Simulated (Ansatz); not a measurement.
# CdSe: band-structure calculation (part 1 of 2)

- system: CdSe (2 atoms in the cell)
- method: DFT, HSE06, plane waves, PAW, no spin polarisation (Ansatz 0.2.0)

The structure was built on a prototype by a generator. The geometry comes from this level: r2SCAN (a point of a series of strains). It belongs to a series of runs on one base structure; here: epitaxial_111 strain -3.0%.

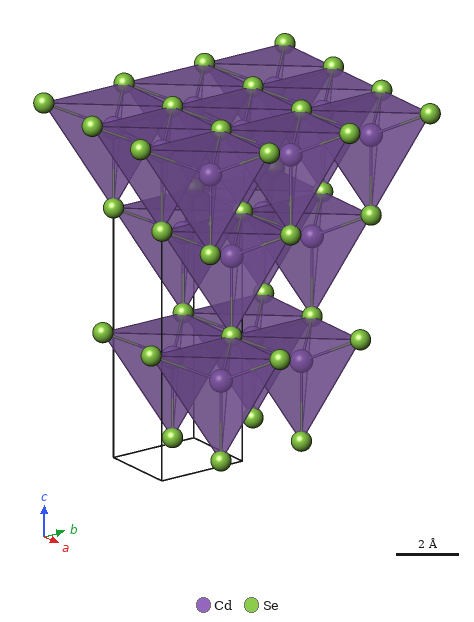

Fig. 1: The input geometry (polyhedral view of the cell 3 times as large as that of the calculation, set on its symmetry axes, repeated 2 × 2 × 1, seen slightly off an axis; polyhedra are completed across the faces of the cell). An atom can appear more than once, as a periodic image.

The input
```yaml
crystal:
  lattice:
    - [0.1164312953, 3.0921788317, 3.0921788317]
    - [3.0921788317, 0.1164312953, 3.0921788317]
    - [3.0921788317, 3.0921788317, 0.1164312953]
  atoms:
    - { symbol: Cd, position: [0.0041552106, 0.0041552106, 0.0041552106] }
    - { symbol: Se, position: [0.2458447894, 0.2458447894, 0.2458447894] }
kpoints:
  mp_grid: { grid: [6, 6, 6] }
  band_path:
    path:
      - [0.0, 0.0, 0.0]
      - [-0.5, -0.5, 0.0]
      - [-0.375, -0.375, 0.25]
      - [-0.375, 0.0, 0.375]
      - [0.0, 0.0, 0.5]
      - [-0.5, -0.25, 0.25]
    npoints: 1
hamiltonian:
  xc: hse06
scf:
  occupations: { method: fixed }
  n_extra_bands: 4
output:
  forces: true
  stress: true
  eigenvalues: true
  write_density: true
  write_potential: true
  elf: true
  volumetric_format: npy
```

Hardware: 1 × NVIDIA H100 80GB HBM3, 2 threads of AMD EPYC (Zen 3), 1656 GiB of memory available, shared host.

The program's output
```
Warning: output.stress: scf.convergence.dr2_threshold = 1e-7 eV (the SCF's general default) is looser than the 2e-10 eV advised for a printed stress (1e-10 eV for each atom of the cell: 2). What an SCF threshold leaves in a stress goes as its square root, and in the free energy as the threshold itself, and one threshold admits the most on a small cell: of the crystals measured, under no hybrid functional and no lock of the moments, on runs that ended without the residual-converged pass, on stresses that held no estimate of that error, the worst erred by over 100 MPa in a component at 1e-7 eV an atom and by under 5 at 1e-10. Set scf.convergence.dr2_threshold to 2e-10 eV or tighter. The threshold is an SCF's pass mark: one that does not reach it within its budget of iterations ends unconverged, or closes short of it on a stop that the run arms, and scf.convergence.dr2_threshold's page says what that costs each kind of run
Warning: output.stress: scf.exx.energy_threshold = 1e-6 eV is looser than the 2e-8 eV advised for a stress under a hybrid functional (1e-8 eV for each atom of the cell: 2). Every SCF of the exchange loop can meet its threshold on dr2 while the loop round them stops early: no threshold on dr2 bounds what that leaves in the stress. Set scf.exx.energy_threshold to 2e-8 eV or tighter. The threshold is the loop's pass mark: a loop that does not reach it within its budget of cycles ends unconverged, and scf.exx.energy_threshold's page has the law
scf.n_extra_bands = 4 over 18 filled bands (N_el = 36.0): the run solves 22 bands
Engine: ansatz 0.2.0, x86_64-unknown-linux-gnu
Pseudopotentials: kind: paw
Pseudopotential: Cd, paw, valence charge 20, recommended cutoff 420 eV (normal), Cd.paw.azcp
Pseudopotential: Se, paw, valence charge 16, recommended cutoff 420 eV (normal), Se.paw.azcp
Functional definition: HSE06
  parameter a = 0.25
  parameter omega = 0.11/bohr
  exchange = pbe_x - a*pbe_x_sr(omega) + a*exact_x_sr(omega)
  correlation = pbe_c
davidson cushion auto → on  (no smearing: the cushion is to keep the highest requested band from converging to the state above it; pin scf.eigensolver.cushion to override)
Crystal: 2 atoms, lattice volume = 55.794 Å³
Basis set: ecut = 420 eV, 1087 PW (Γ), exchange–correlation on 60×60×60 points (8 copies of the dense FFT grid, shifted against one another)
Bands: 22, of which v1, the nominal top of the filled ones, is band 18 counted from 1 (17 counted from 0)
Symmetry: 6 space group operations
Space group: R3m (ITA 160), of the structure as read, at distance tolerance 3.8e-5 Å
k-points: 32 of 216 (time reversal used)
Non-local potential: Cd, projectors of the file, l = 0: 3, l = 1: 2, l = 2: 2, l = 3: 1
Non-local potential: Se, projectors of the file, l = 0: 2, l = 1: 2, l = 2: 3, l = 3: 1
PAW form: soft (Blöchl's): semilocal exchange-correlation on the pseudo side does not see the compensation charge
PAW frozen core: Cd, regenerated for the run's functional, and the local potential with it (the file was generated under x = pbe(κ = 0.804, μ = 0.2195149727645171), c = pbe(β = 0.06672455060314922))
PAW frozen core: Se, regenerated for the run's functional, and the local potential with it (the file was generated under x = pbe(κ = 0.804, μ = 0.2195149727645171), c = pbe(β = 0.06672455060314922))
PAW one-centre angular grid: Cd, 590 points (default); XC on 64 Gauss nodes
PAW one-centre angular grid: Se, 590 points (default); XC on 64 Gauss nodes
Initial density: superposition of atomic densities (neutral atoms: chi_scale 0, normalization atom), corrected by the library's trained network
Initial wavefunctions: pseudopotential atomic-orbital guess
Functional: x = pbe(κ = 0.804, μ = 0.2195149727645171), c = pbe(β = 0.06672455060314922), warm-up for x = pbe(κ = 0.804, μ = 0.2195149727645171) + 0.25 (exact − pbe) at short range (hse, ω = 0.20786987370883472 Å⁻¹), c = pbe(β = 0.06672455060314922); HSE06 as pw.x's `hse` composes it (authors' and Libxc's form: `xc: wpbeh`)
SCF iter   1: F=—  HF=-13724.739625 eV  |F-HF|=—  |Δ(HF+E_count)|=         —  Δρ=1.23e-3  dr2=1.22e-3  ethr=1.77e-3  ⟨swp⟩=7.9  Hψ=3085  notcnv=0
preconditioner: auto → none  [insulator: Δε(μ)=0.482 eV  Ē_g=12.166 eV  n_scr=14 (ndim 8)  ℏωp=21.1 eV  f_vac=0.202]
iter 2 solved again at ethr=1.12e-7 eV; its pass at ethr=3.40e-6 eV (dr2=4.02e-5 eV) is discarded
SCF iter   2: F=—  HF=-13724.739425 eV  |F-HF|=—  |Δ(HF+E_count)|=   2.00e-4  Δρ=3.04e-4  dr2=4.01e-5  ethr=1.12e-7  ⟨swp⟩=2.8  Hψ=3912  notcnv=0
SCF iter   3: F=-13724.739476 eV  HF=-13724.739455 eV  |F-HF|=2.09e-5  |Δ(HF+E_count)|=   2.93e-5  Δρ=1.43e-4  dr2=9.08e-6  ethr=1.11e-7  ⟨swp⟩=3.1  Hψ=1987  notcnv=0
SCF 1 stopped early in 3 iterations: F = -13724.739476 eV  dr2 = 9.08e-6
  greatest PAW one-centre occupation: 1.000 electrons in one spin orbital (limit 2), on the Cd atom at site 0 (counted from 0), in its partial waves of l = 0
Initial density: handed on by an earlier stage of this run
Initial wavefunctions: those handed on with the density
Functional: x = pbe(κ = 0.804, μ = 0.2195149727645171) + 0.25 (exact − pbe) at short range (hse, ω = 0.20786987370883472 Å⁻¹), c = pbe(β = 0.06672455060314922); HSE06 as pw.x's `hse` composes it (authors' and Libxc's form: `xc: wpbeh`)
Exchange kernel: α = 0.2500, screened, ω = 0.2079 Å⁻¹, Wigner–Seitz truncation, v(0) = 1046.8274 eV·Å³, q-mesh 6×6×6, nearest image of the exchange supercell L = 25.25 Å, pair-density grid 18×18×18, without the augmentation charges, whose exchange is taken in its separable form by FFT convolution over the k-point mesh (sized by the pseudopotential files, 24×24×25 at the most), smooth part of the exact exchange by density-matrix convolution in up to 4.31 GiB of GPU memory as planned if the GPU has room (build and FFT work areas not counted)
Frozen-core exchange: fock
SCF iter   1: F=—  HF=-13730.103633 eV  |F-HF|=—  |Δ(HF+E_count)|=         —  Δρ=6.25e-3  dr2=1.78e-2  ethr=2.52e-7  ⟨swp⟩=7.2  Hψ=3588  notcnv=0
preconditioner: auto → none  [insulator: Δε(μ)=1.371 eV  Ē_g=14.113 eV  n_scr=14 (ndim 8)  ℏωp=21.1 eV  f_vac=0.201]
SCF iter   2: F=—  HF=-13730.094926 eV  |F-HF|=—  |Δ(HF+E_count)|=   8.71e-3  Δρ=2.36e-3  dr2=1.88e-3  ethr=2.52e-7  ⟨swp⟩=4.0  Hψ=2849  notcnv=0
SCF iter   3: F=—  HF=-13730.103519 eV  |F-HF|=—  |Δ(HF+E_count)|=   8.59e-3  Δρ=1.58e-3  dr2=8.28e-4  ethr=2.52e-7  ⟨swp⟩=4.0  Hψ=2826  notcnv=0
SCF iter   4: F=—  HF=-13730.103377 eV  |F-HF|=—  |Δ(HF+E_count)|=   1.42e-4  Δρ=5.17e-4  dr2=9.93e-5  ethr=2.52e-7  ⟨swp⟩=3.1  Hψ=2270  notcnv=0
SCF iter   5: F=—  HF=-13730.103373 eV  |F-HF|=—  |Δ(HF+E_count)|=   3.71e-6  Δρ=1.85e-5  dr2=2.06e-5  ethr=1.89e-7  ⟨swp⟩=2.0  Hψ=1568  notcnv=0
SCF iter   6: F=—  HF=-13730.103526 eV  |F-HF|=—  |Δ(HF+E_count)|=   1.52e-4  Δρ=1.50e-4  dr2=1.12e-5  ethr=6.20e-10  ⟨swp⟩=5.1  Hψ=3027  notcnv=0
SCF iter   7: F=-13730.103522 eV  HF=-13730.103522 eV  |F-HF|=1.41e-7  |Δ(HF+E_count)|=   3.82e-6  Δρ=1.82e-5  dr2=6.55e-7  ethr=6.20e-10  ⟨swp⟩=4.0  Hψ=2463  notcnv=0
SCF 2 stopped early in 7 iterations: F = -13730.103522 eV  dr2 = 6.55e-7
  Residual-converged pass: ⟨swp⟩=2.3  Hψ=1430  notcnv=0  max |occ|·‖R‖ = 6.6e-6 eV (tolerance 6.7e-6 eV)  dr2=6.55e-7  dr2_onsite=3.65e-8  max |Δocc| = 0.0e0
  greatest PAW one-centre occupation: 1.001 electrons in one spin orbital (limit 2), on the Cd atom at site 0 (counted from 0), in its partial waves of l = 1
hybrid outer 1: dexx = +9.862e-3 eV, tail = 6.34e-5 eV
Exchange kernel: α = 0.2500, screened, ω = 0.2079 Å⁻¹, Wigner–Seitz truncation, v(0) = 1046.8274 eV·Å³, q-mesh 6×6×6, nearest image of the exchange supercell L = 25.25 Å, pair-density grid 18×18×18, without the augmentation charges, whose exchange is taken in its separable form by FFT convolution over the k-point mesh (sized by the pseudopotential files, 24×24×25 at the most), smooth part of the exact exchange by density-matrix convolution in up to 4.31 GiB of GPU memory as planned if the GPU has room (build and FFT work areas not counted)
Frozen-core exchange: fock
SCF iter   1: F=—  HF=-13730.103752 eV  |F-HF|=—  |Δ(HF+E_count)|=         —  Δρ=5.17e-5  dr2=6.15e-7  ethr=8.80e-7  ⟨swp⟩=3.0  Hψ=1627  notcnv=0
preconditioner: auto → none  [insulator: Δε(μ)=1.422 eV  Ē_g=14.056 eV  n_scr=14 (ndim 8)  ℏωp=21.1 eV  f_vac=0.203]
SCF iter   2: F=—  HF=-13730.103753 eV  |F-HF|=—  |Δ(HF+E_count)|=   3.81e-7  Δρ=1.62e-5  dr2=6.65e-8  ethr=1.58e-9  ⟨swp⟩=4.0  Hψ=2641  notcnv=0
SCF iter   3: F=—  HF=-13730.103753 eV  |F-HF|=—  |Δ(HF+E_count)|=   2.43e-7  Δρ=4.87e-6  dr2=1.05e-8  ethr=8.38e-11  ⟨swp⟩=4.3  Hψ=2408  notcnv=0
SCF iter   4: F=-13730.103753 eV  HF=-13730.103753 eV  |F-HF|=3.46e-10  |Δ(HF+E_count)|=   2.12e-8  Δρ=9.88e-7  dr2=5.20e-10  ethr=1.51e-11  ⟨swp⟩=4.0  Hψ=2383  notcnv=0
SCF 3 converged in 4 iterations: F = -13730.103753 eV  dr2 = 5.20e-10
  Residual-converged pass: ⟨swp⟩=3.0  Hψ=1332  notcnv=0  max |occ|·‖R‖ = 4.2e-7 eV (tolerance 4.4e-7 eV)  dr2=5.30e-10  dr2_onsite=9.61e-11  max |Δocc| = 0.0e0
```

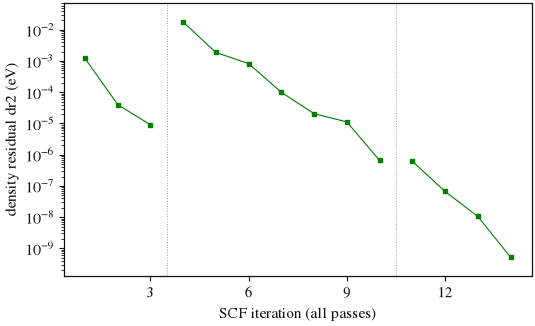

Fig. 2: Convergence of the self-consistent field: density residual dr2 against the SCF iteration. The run starts with a semilocal functional; after that each stretch between dotted lines is one SCF of the hybrid functional between two exact rebuilds of the exchange operator by the outer loop. Early passes are stopped at a loose threshold. The passes take 3, 7 and 4 iterations.

```
hybrid outer 2: dexx = +4.214e-7 eV, tail = 2.98e-8 eV, Δε = 2.67e-3 eV (about 9.17e-5 eV left of the loop's levels), ΔF = 1.08e-3 eV/Å (tail 5.28e-4)
NSCF: frozen V_eff on 6 k-points
hybrid SCF converged: 2 outer / 11 inner (+3 warm-up), last move |dexx| = 4.21e-7 eV, tail = 2.98e-8 eV
Stability not checked: this state was not tested for a lower state beside it, because the functional holds exact exchange (a hybrid, or Hartree-Fock), whose exchange loop this test does not read (fock_operator; see scf.lower_state_search)
Free energy (F): -13730.103753 eV
Frozen-core exchange: fock
Harris-Foulkes:  -13730.103753 eV  (|F-HF|=3.46e-10)
Internal energy: -13730.103753 eV  (E = F + TS)
E sigma→0 (E₀):  -13730.103753 eV
Fermi energy:    7.117026 eV
--- Per-component energies (eV) ---
  E_band       = -991.234080
  E_kinetic    = 624.399086
  E_local      = -6355.081258  (includes V_loc(G=0)·N_el)
  E_nonlocal   = -562.161544
  E_hartree    = 3026.679829
  E_xc         = -224.850906
  E_vxc        = -254.242545  (∫ρ·V_xc dr)
  E_exx        = -156.658514  (= α·E_x^exact, valence–valence)
  E_paw        = -5898.794734  (= ΣΔE_a)
  E_vpaw       = -184.190527  (= ΣTr[D̂ρ^β])
  E_aug_tail   = -0.000558  (compensation charges beyond the density's cutoff)
  E_ewald      = -4181.962169
  E_core_change = -1.672985  (= ΣΔE_core)
  E_smearing   = -0.000000  (= −TS)
  E_closure    = 0.000000  (closes the sum)
  Σ components = -13730.103753   (vs F -13730.103753, Δ=0.00e0)
--- Forces (eV/Å), atoms counted from 1 ---
  atom   1  Cd    -0.01311397    -0.01311397    -0.01311397
  atom   2  Se     0.01308641     0.01308641     0.01308641
  max |Σ_I F_I| component: 2.76e-5 eV/Å
--- Stress (GPa, compression-positive) ---
        1.977966      -0.885288      -0.885288
       -0.885288       1.977966      -0.885288
       -0.885288      -0.885288       1.977966
  P = ⅓ Tr σ = 1.9780 GPa (19.780 kbar)
--- Band table (eV; the first three rows and the last of 32) ---
  k-point 0: bands = ["-99.7433", "-59.4732", "-59.4732", "-59.4688", "-43.2447", "-43.2381", "-43.2381", "-43.2236", "-43.2236", "-6.7054", "-2.1992", "-2.1733", "-2.1733", "-1.8017", "-1.8017", "6.8029", "7.1170", "7.1170", "8.5391", "13.6259", "14.2434", "14.2434"]
  k-point 1: bands = ["-99.7433", "-59.4732", "-59.4732", "-59.4688", "-43.2447", "-43.2381", "-43.2381", "-43.2236", "-43.2236", "-6.5988", "-2.1694", "-2.1458", "-2.0696", "-1.8052", "-1.8005", "5.3690", "6.6179", "6.8904", "9.7834", "13.8064", "14.1347", "14.5235"]
```
